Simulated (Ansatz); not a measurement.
Se

Input

```
crystal:
  lattice:
    - [4.068146571, 0.0, 0.0]
    - [-2.0340732855, 3.5231182768, 0.0]
    - [0.0, 0.0, 5.1277306249]
  atoms:
    - { symbol: Se, position: [0.2473450699, 0.0, 0.3333333333] }
    - { symbol: Se, position: [0.0, 0.2473450699, 0.6666666667] }
    - { symbol: Se, position: [0.7526549301, 0.7526549301, 0.0] }
basis:
  ecutwfc: 420
kpoints:
  mp_grid: { grid: [12, 12, 8] }
  band_path:
    path:
      - [[0.0, 0.0, 0.0], [0.5, 0.0, 0.0], [0.33333333, 0.33333333, 0.0], [0.0, 0.0, 0.0], [0.0, 0.0, 0.5], [0.5, 0.0, 0.5], [0.33333333, 0.33333333, 0.5], [0.0, 0.0, 0.5]]
      - [[0.5, 0.0, 0.5], [0.5, 0.0, 0.0]]
      - [[0.33333333, 0.33333333, 0.5], [0.33333333, 0.33333333, 0.0]]
    npoints: 14
hamiltonian:
  xc: pbe
  dispersion: d3bj
scf:
  occupations: { method: gaussian, width: 0.02 }
  n_extra_bands: 7
output:
  forces: true
  stress: true
  eigenvalues: true
  populations: true
  dos: { projected: true, de: 0.02, nscf_kmesh: { grid: [18, 18, 12] } }
  bader: true
  write_density: true
  write_potential: true
  elf: true
  volumetric_format: npy
```

Run with:

```sh
ansatz run input.yaml --threads 2 --pin off --max-ram 5120MiB --backend cpu --events-out ev --progress --plain --runs-dir out
```

Below, planes, directions and counts refer to the conventional cell (a = 4.07 Å, b = 4.07 Å, c = 5.13 Å, α = 90.00°, β = 90.00°, γ = 120.00°).

Space group P3₁21.

Computed with Ansatz, DFT PBE+D3(BJ), scalar-relativistic, plane waves, PAW.

What can the converged valence pseudo-density and electron localisation function tell about the bonding?

Se–Se (2.44 Å): ρ at the midpoint is about 0.58 e/Å³; the ELF peaks at about 0.70 between the atoms.

Does the calculation make it a metal, or give it a gap?

It is gapped, with a Kohn–Sham gap of 0.52 eV on the k-point mesh (the band edges may lie off the mesh, which would make the gap smaller).

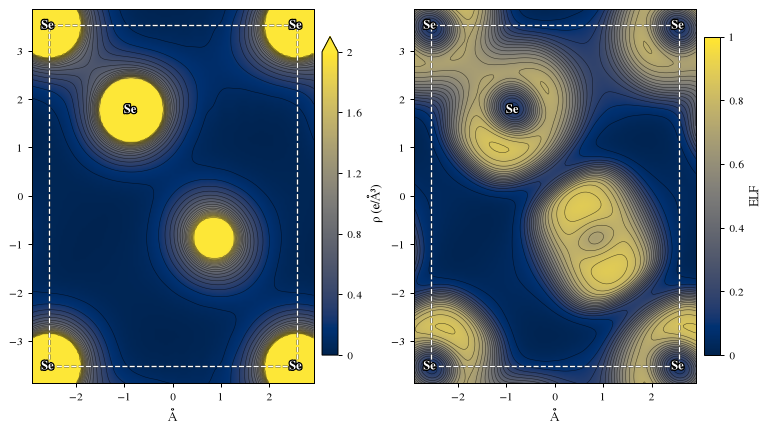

Computed valence pseudo-density and electron localisation function on the (110) plane of the conventional cell, in this order. Atoms just off the plane (Se, 0.5 Å away) can leave unmarked features too.

In a PAW calculation such maps are meaningful between the atoms, not at the nuclei.
